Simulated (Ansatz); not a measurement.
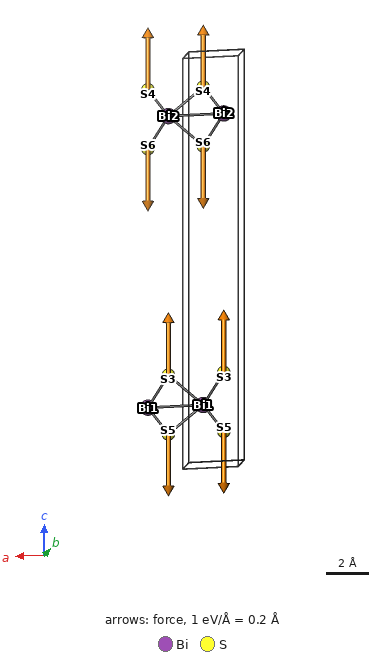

Starting geometry of a crystal of BiS₂ (built on the MoS2-164 type type) with the computed forces as orange arrows. A ball-and-stick model of the cell of the calculation, repeated 2 × 1 × 1 with one cell outlined, seen from a free direction.

Level of theory: DFT, PBEsol, plane waves, PAW in Ansatz 0.2.0. Settings: plane-wave cutoff 420 eV; k-point mesh 9 × 9 × 2; occupations fermi dirac; smearing width 0.03 eV; no spin polarisation; cell and atoms relaxed; force threshold 0.01 eV/Å; at most 120 steps.

Is this structure relaxed? If not, where do the atoms go?

Answer. It isn't relaxed: the largest force vector, on S atoms, is 15.37 eV/Å. The final displacements follow the starting forces only in part (cosine between the two patterns 0.55). Over 34 accepted moves (39 points after the start) the energy falls by 22.177 eV per cell of the calculation. Largest force component: 15 eV/Å at the start, 0.00038 eV/Å at the end. Pressure: 88.93 GPa at the start and 0.00 GPa at the end. The line search rejected the trial steps at points 7, 24, 30 of the run. The SCF was repeated twice at an unchanged geometry on a basis and grid sized afresh for the cell, which shifted the energy by 0.307 eV per cell of the calculation at most. The largest moves relative to the cell, 1.97 Å, are those of S3 and S6. S3 goes along +c. By element the largest moves are S 1.97 Å, Bi 1.10 Å. The volume changes by −4.4 %, with a = b 2.936 → 3.898 Å (+32.8 %), c 19.978 → 10.836 Å (−45.8 %). Some distances before and after: S3–S3 2.936 → 3.898 Å, Bi1–Bi1 2.936 → 3.898 Å, Bi1–S3 2.217 → 2.792 Å, S3–S5 2.859 → 3.303 Å. Bond angles that change, for instance: S3–Bi1–S5 80.3° → 72.5°, Bi1–S3–Bi1 82.9° → 88.6°, S3–Bi1–S3 82.9° → 88.6°. The space group (tolerance 0.01 Å) goes from P-3m1 (No. 164) to P6_3/mmc (No. 194). Cost: 2.7 min on 2 threads of Arm Neoverse V1, with other jobs on the host, peak memory 0.46 GiB.
